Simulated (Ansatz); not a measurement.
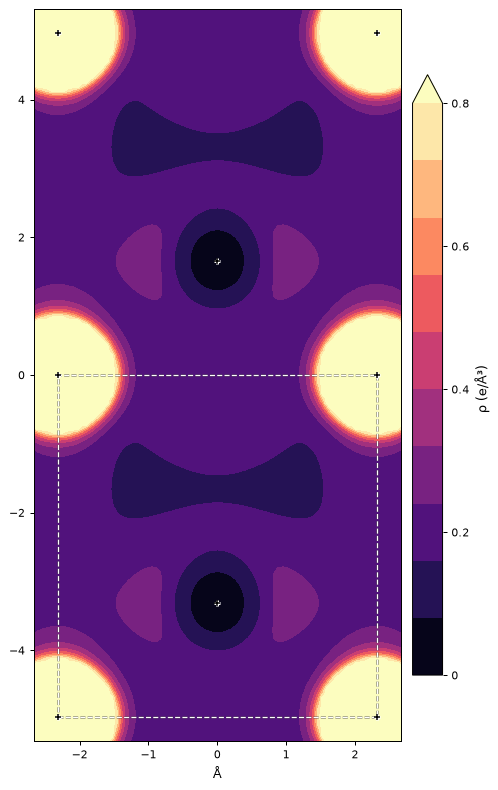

The valence electron density on a plane through atoms (crosses mark nuclei in the plane).

Theory: DFT r2SCAN, scalar-relativistic, plane waves, PAW (Ansatz 0.2.0).

Candidates:
A. TiAl, a = 2.87 Å, b = 2.87 Å, c = 4.63 Å, α = 90.00°, β = 90.00°, γ = 120.00°. Space group P-6m2; a structure from a database of computed crystals, not necessarily the ambient phase; computed without spin polarisation.
B. Si2W, a = 3.21 Å, b = 3.21 Å, c = 7.80 Å, α = 90.00°, β = 90.00°, γ = 90.00°. Space group I4/mmm.

Which system is this?

Answer. Candidate A: TiAl on the (110) plane of the conventional cell, which holds Ti and Al. Ti–Al (2.85 Å): ρ is about 0.21 e/Å³ halfway.
